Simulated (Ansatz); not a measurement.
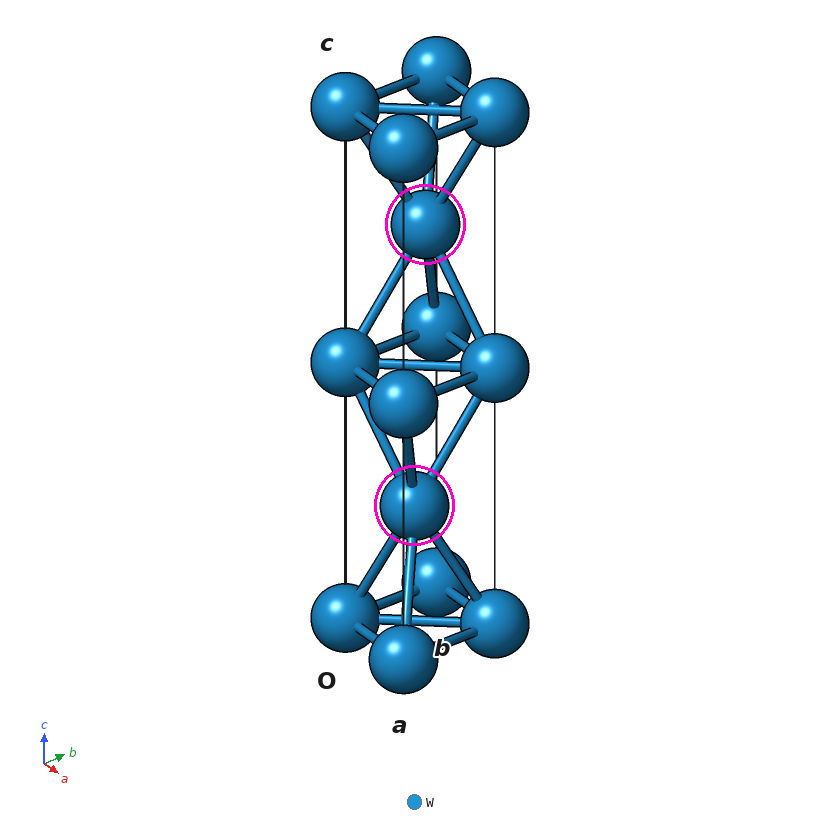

For W, coordinates from a relaxation with Ansatz, DFT r2SCAN, scalar-relativistic, plane waves, PAW; the starting structure was generated, so it need not be a known form of this composition: one unit cell; the ringed atoms, with their copies on corners, edges and faces, form one crystallographic orbit. Geometry calculated from the standardised cell; symmetry tolerance 0.002 Å.

a = 2.764 Å, b = 2.764 Å, c = 9.830 Å, α = 90.00°, β = 90.00°, γ = 120.00°; space group P6₃/mmc, No. 194.

> Which Wyckoff position do the ringed atoms fill?

W on 2d, site symmetry -6m2: 24 operations a cell over 12 that keep the site give 2 atoms, with 0 free parameters.

> List their coordinates.

(1/3, 2/3, 3/4); (2/3, 1/3, 1/4).
